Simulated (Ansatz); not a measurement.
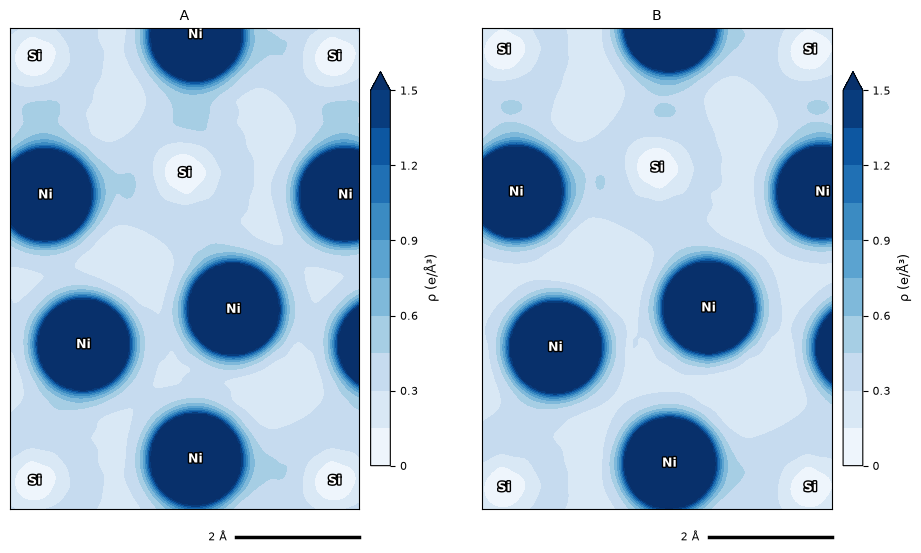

SiNi$_{2}$. The valence pseudo-density of two cells that differ in size and shape, on the (010) plane of each (indices in the axes of the calculation cell), at one length scale and on one colour scale: B has 11.0 Å³ an atom and A 10.3.

Method: Ansatz, DFT, PBE, plane-wave PAW, default files, scalar-relativistic.

In a PAW calculation such maps are meaningful between the atoms, not at the nuclei.

> What changes from the larger cell to the smaller?

From the larger cell to the smaller, Si–Ni goes from 2.33 to 2.26 Å, and the density at its midpoint from 0.44 to 0.5 e/Å³; the pressure goes from 0.1 to 17 GPa.
